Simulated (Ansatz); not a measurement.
```cif
data_structure
_symmetry_space_group_name_H-M 'P 1'
_symmetry_Int_Tables_number 1
_cell_length_a 3.5667
_cell_length_b 3.5667
_cell_length_c 3.5667
_cell_angle_alpha 90.000
_cell_angle_beta 90.000
_cell_angle_gamma 90.000
_cell_volume 45.37
loop_
_atom_site_label
_atom_site_type_symbol
_atom_site_fract_x
_atom_site_fract_y
_atom_site_fract_z
_atom_site_occupancy
C1 C 0.25000 0.25000 0.25000 1
C2 C 0.75000 0.75000 0.25000 1
C3 C 0.75000 0.25000 0.75000 1
C4 C 0.25000 0.75000 0.75000 1
C5 C 0.00000 0.00000 0.00000 1
C6 C 0.50000 0.50000 0.00000 1
C7 C 0.50000 0.00000 0.50000 1
C8 C 0.00000 0.50000 0.50000 1
```

Space group Fd-3m; computed pressure about −15 GPa in this cell.

Theory: Kohn-Sham DFT of a periodic cell, HISS, Ansatz PAW (Ansatz).

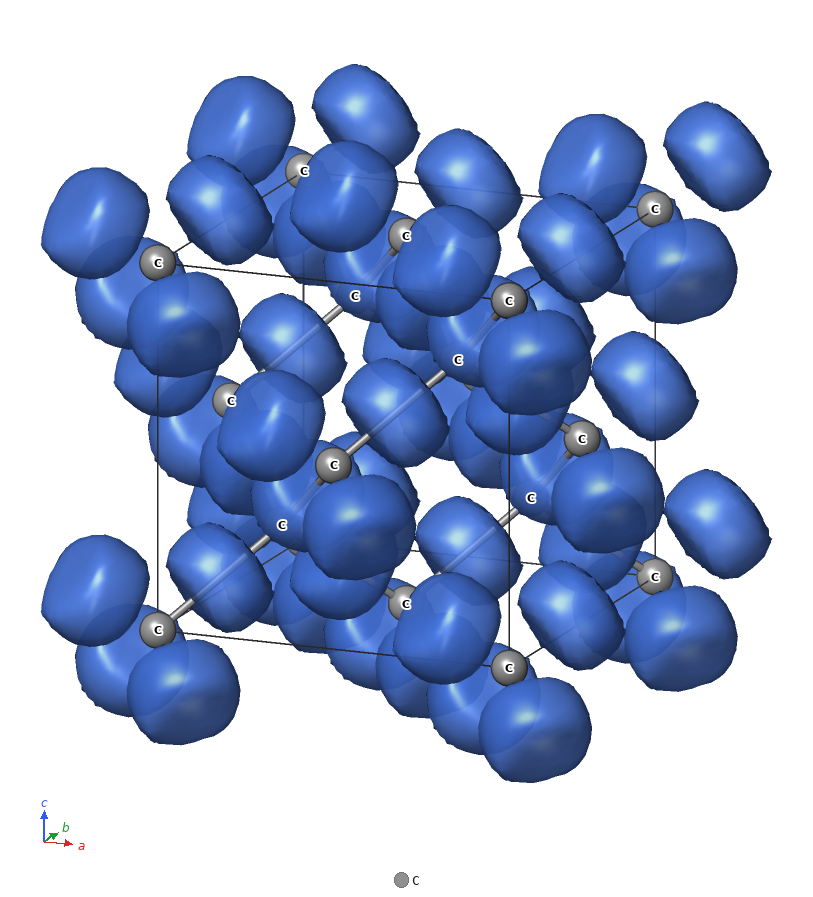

C. Isosurface of the electron localisation function at 0.7 (blue), seen slightly off an axis. Core shells and regions of very low density are left out. Sticks mark near contacts.

Core electrons are frozen (PAW), and the valence fields are smoothed inside the atomic spheres.

### Identify the bonds, lone pairs and shells in this picture.

The surface consists of 16 regions between bonded C–C atoms (shared pairs), counted in one cell of 8 atoms. Any copies at cell faces, edges or corners count once. Along the contacts the grid gives the following. C–C (1.54 Å): the ELF peaks at about 0.95 between the atoms: a shared electron pair.

### Metal or insulator at this level of theory?

It is gapped, with a Kohn–Sham gap of 6.1 eV on the k-point mesh (the band edges may lie off the mesh, which would make the gap smaller).
